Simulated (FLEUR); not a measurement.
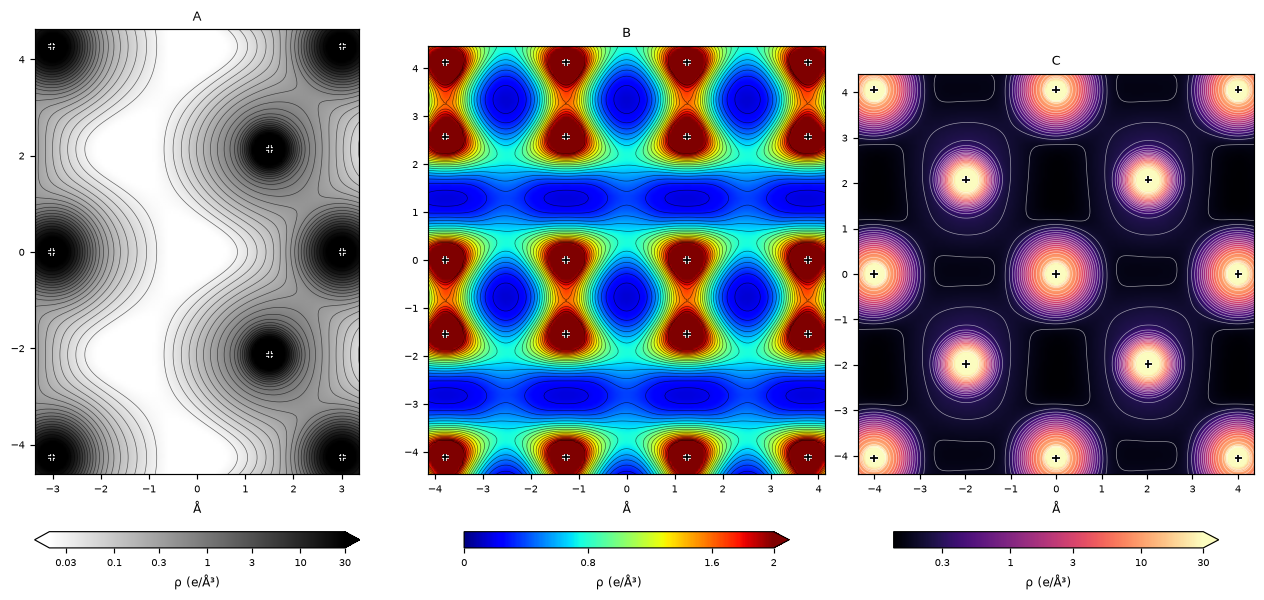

The electron density of 3 systems, each on a plane through atoms (crosses mark nuclei in the plane).

Theory: FLEUR MaX-R8.1 (later development tree), Kohn-Sham DFT of a periodic cell, PBE, all-electron.

System 1: C, the (010) plane of the conventional cell. Space group P6₃/mmc.

```
C
1.0
     2.52210    0.00000    0.00000
    -1.26105    2.18420    0.00000
     0.00000    0.00000    4.11860
C
4
Direct
  0.66667 0.33333 0.93750
  0.33333 0.66667 0.43750
  0.66667 0.33333 0.56250
  0.33333 0.66667 0.06250
```

System 2: TiAl, the (010) plane of the standardised cell. Space group P1; changed on purpose from its base cell (atoms moved at random by about 0.05 A).

System 3: InAs, the (011) plane of the conventional cell. Space group F-43m.

```
In As
1.0
     6.03600    0.00000    0.00000
     0.00000    0.00000   -6.03600
     0.00000    6.03600    0.00000
In As
4 4
Direct
  0.50000 0.50000 0.00000
  0.00000 0.50000 0.50000
  0.00000 0.00000 0.00000
  0.50000 0.00000 0.50000
  0.75000 0.75000 0.25000
  0.25000 0.75000 0.75000
  0.25000 0.25000 0.25000
  0.75000 0.25000 0.75000
```

Match each panel to its system.

Answer. Panel A is system 3, InAs: the plane holds In and As. In–As (2.61 Å): the density is about 0.42 e/Å³ at the midpoint. Panel B is system 1, C: the plane holds C. C–C (1.54 Å): the density is about 1.6 e/Å³ at the midpoint. Panel C is system 2, TiAl: the plane holds Ti and Al. Ti–Al (2.81 Å): the density is about 0.21 e/Å³ at the midpoint.
